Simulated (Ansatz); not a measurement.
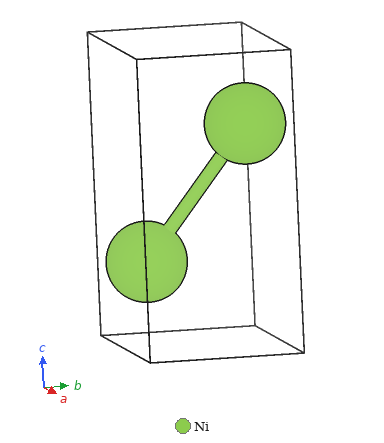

The image is a ball-and-stick drawing of a crystal, viewed slightly off an axis. The wireframe shows the conventional unit cell. Cell: a = 2.12 Å, b = 2.67 Å, c = 3.98 Å, α = 90.59°, β = 98.46°, γ = 113.02°.

It goes back to a structure listed in the Materials Project. The cell was then strained or its atoms displaced on purpose. Ansatz was used for an electronic-structure calculation on it.

Question: Describe the crystal.

Answer: The element is nickel. It belongs to space group P-1 (No. 2) and has a primitive triclinic lattice. The cell holds two atoms. The Ni atoms are each bonded to four Ni in a distorted square planar arrangement at about 2.1 to 2.3 Å. Not all metal-metal contacts are counted. The bonds build Ni layers parallel to (01-1).

Calculation details: DFT PBE, scalar-relativistic, plane waves, PAW (Ansatz 0.2.0); an energy cutoff of 420 eV, k-points about 0.23 Å⁻¹ apart, Gaussian smearing of 0.15 eV, collinear spins.

Question: Which atoms carry magnetic moments in this run, and how do they order?

Answer: The state reached is ferromagnetic. Sizes: Ni 0.5 μB; net moment 1.0 μB in the run's cell of 2 atoms.

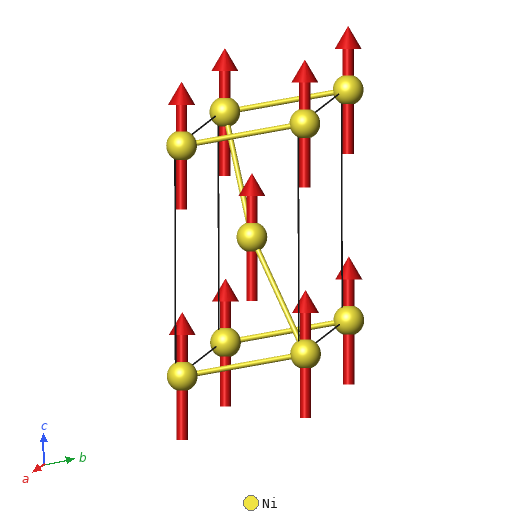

Site moments above 0.25 μB as arrows, small induced ones on non-metal atoms left out (red along the largest or up, blue against, purple across). The run's cell of 2 atoms is drawn, so axes and origin can differ from the first picture.

Question: Is it conducting or gapped at this level?

Answer: A metal: bands cross the Fermi level.

Question: Is the structure relaxed at this level of theory?

Answer: No. The largest force is 0.42 eV/Å, on Ni. The pressure is 30.3 GPa, so the cell would expand. The stress isn't hydrostatic: its largest component is 46.4 GPa.

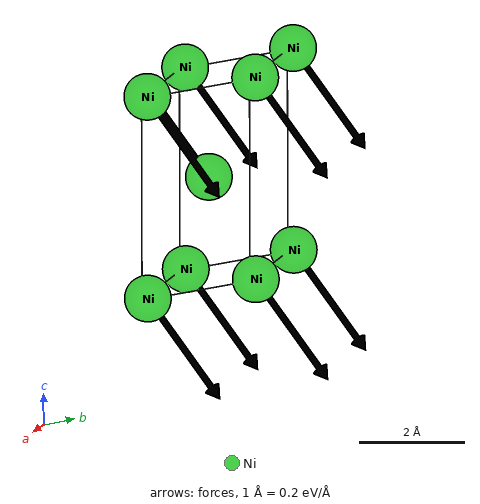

The forces as arrows. The run's cell of 2 atoms is drawn, so axes and origin can differ from the first picture.
